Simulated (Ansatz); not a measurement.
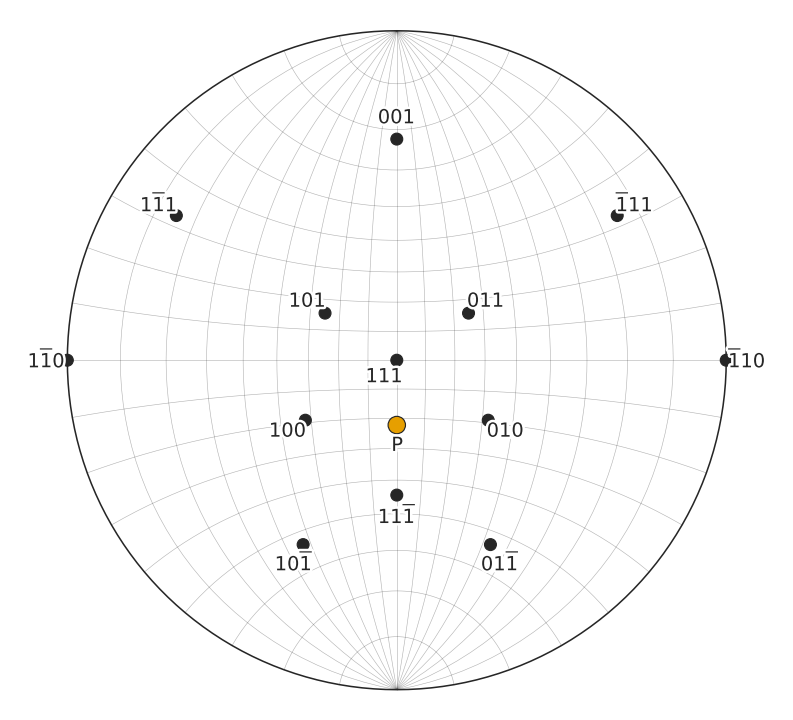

Stereographic projection of plane normals (upper hemisphere) centred on (1 1 1). Crystal: NaH, the input geometry of an electronic-structure calculation (not necessarily at equilibrium); the starting structure was generated, so it need not be a known form of this composition. The drawing is computed from the coordinates (standard cell, symmetry found to 0.002 Å).

a = 3.953 Å, b = 3.953 Å, c = 4.828 Å, α = 90.00°, β = 90.00°, γ = 120.00°.

### Index the pole marked P.

P is (1 1 0), in four indices (1 1 −2 0), 22.3° from the centre.

### What is the angle between the normals of (1 0 0) and (1 0 −1), and what are their d_hkl = 1/|g|?

35.3°; d = 3.424 Å and 2.793 Å.
